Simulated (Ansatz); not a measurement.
The cell of MgS in space group Fm-3m. Source of the atomic positions: a calculation's input that goes back to an entry of the Crystallography Open Database (an earlier step may have relaxed or displaced it).

```
Mg S
1.0
     5.20304    0.00000    0.00000
     0.00000    5.20304    0.00000
     0.00000    0.00000    5.20304
Mg S
4 4
Cartesian
  0.0000 0.0000 0.0000
  0.0000 2.6015 2.6015
  2.6015 0.0000 2.6015
  2.6015 2.6015 0.0000
  2.6015 0.0000 0.0000
  2.6015 2.6015 2.6015
  0.0000 0.0000 2.6015
  0.0000 2.6015 0.0000
```

At each point the valence sum V of a Mg2+ ion is computed from the anions within 5 Å (s = exp((R0 − d)/b), R0 fitted to published crystal structures with b = 0.37 Å; R0: Mg2+–S 2.186 Å). The other Mg2+ ions are ignored. This is an empirical screen for pathways, not an energy calculation.

Along which directions could Mg2+ move by this screen (counting the regions that come within 0.6 Å of a Mg site)?

Answer. No path opens below 1.4 v.u. These are grid estimates, good to about 0.1 v.u.

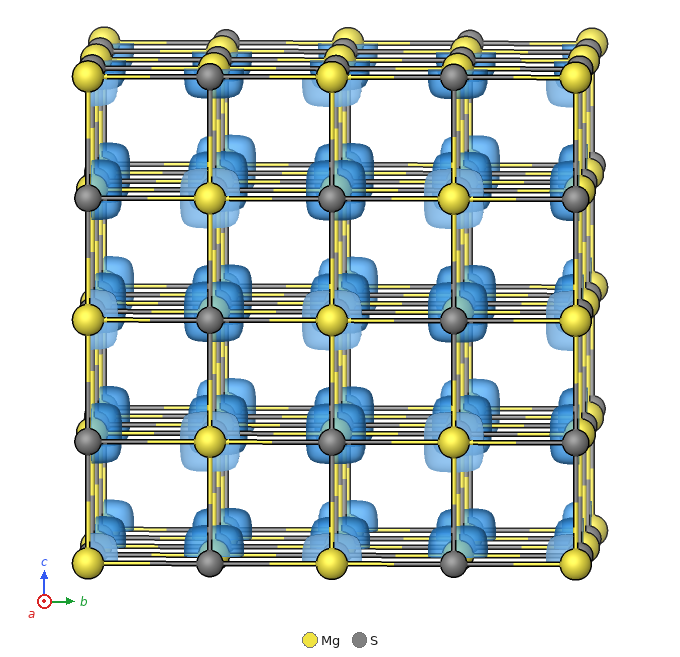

Bond-valence mismatch map for Mg2+ in MgS (Fm-3m): the blue surface encloses the points where |V − 2| < 1 v.u. (2×2×2 cells, view from a free direction). Pale faces close the region where the drawn box cuts it.

What is the valence sum at the Mg sites themselves?

Answer. 1.97 v.u., against the formal 2.
